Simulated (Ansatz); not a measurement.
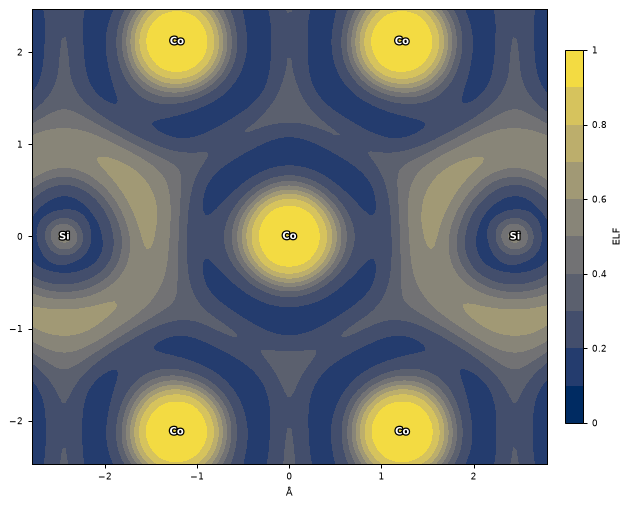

*Co3Si. Electron localisation function on the (001) plane of the conventional cell.*

Space group P6₃mc; a structure from a database of computed crystals, not necessarily the ambient phase; changed on purpose from its base cell (all Si atoms moved +0.037 Å, as atom 7 along Cartesian [0 0 1]); not relaxed (largest force 0.4 eV/Å); computed without spin polarisation.

These are results of Ansatz 0.2.0, DFT PBEsol, scalar-relativistic, plane waves, PAW, not measurements.

In a PAW calculation such maps are meaningful between the atoms, not at the nuclei.

**Interpret the plot.**

Atoms in the plane: Co and Si. Co–Si (2.44 Å): the ELF peaks at about 0.60 in the valence shell of Si, 0.9 Å from its nucleus, and is about 0.40 at the midpoint. Co–Co (2.45 Å): the ELF is about 0.30 at the midpoint. The features right at Co lie inside the PAW spheres, where the map follows smoothed inner orbitals and isn't to be read closely.
